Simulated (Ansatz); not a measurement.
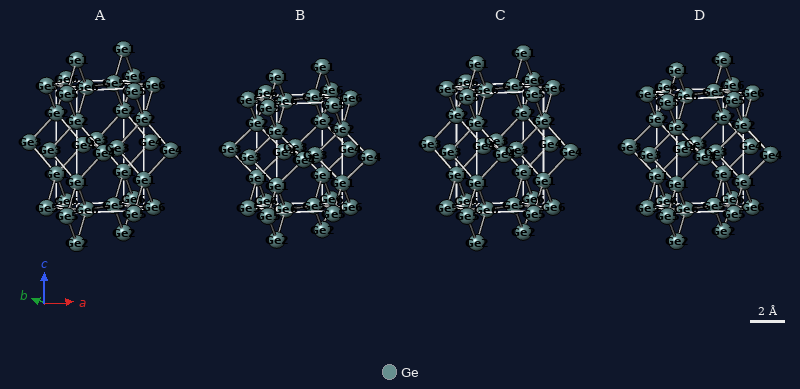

4 geometries from one relaxation of solid Ge (a generated structure, set up in P4_2/m) (coarse preliminary run), in shuffled order. The picture is a ball-and-stick view of the cell of the calculation, seen slightly off an axis.

All numbers below come from Ansatz, DFT PBE, scalar-relativistic, plane waves, PAW. (plane-wave cutoff 420 eV; k-point mesh 4 × 4 × 4; occupations gaussian; smearing width 0.1 eV; no spin polarisation; cell and atoms relaxed; force threshold 0.04 eV/Å; at most 70 steps)

**Put them in the order of the run, from the start to the converged end.**

B, D, C, A. They are steps 0, 1, 2, 7, at +200 meV per atom, +57.0 meV per atom, +10.5 meV per atom relative to the last. The energy falls by 200 meV per atom in 5 accepted moves (7 points after the start). The largest force component goes from 1.5 to 0.0022 eV/Å. Pressure: 16.27 GPa at the start and 0.00 GPa at the end. At 2 points the geometry stayed and the basis and grid were re-selected for the new cell (energy shift of 3.5 meV per atom at most each time). The largest moves relative to the cell, 0.080 Å, are those of Ge3, Ge4, Ge5 and Ge6. Ge6 goes along [1 −2 0]. The volume changes by +18.7 %, with a = b 4.124 → 4.232 Å (+2.6 %), c 6.598 → 7.434 Å (+12.7 %). Near-neighbour distances that change, for instance: Ge3–Ge4 2.342 → 2.542 Å, Ge1–Ge3 2.383 → 2.536 Å, Ge3–Ge4 (another image) 2.526 → 2.614 Å. Bond angles that change, for instance: Ge3–Ge1–Ge4 92.4° → 85.8°, Ge1–Ge3–Ge2 87.6° → 94.2°, Ge4–Ge3–Ge4 115.7° → 110.3°. The space group stays P4_2/m (No. 84).

Limits of the set-up: the k-point mesh is coarse for a cell with partly filled bands.
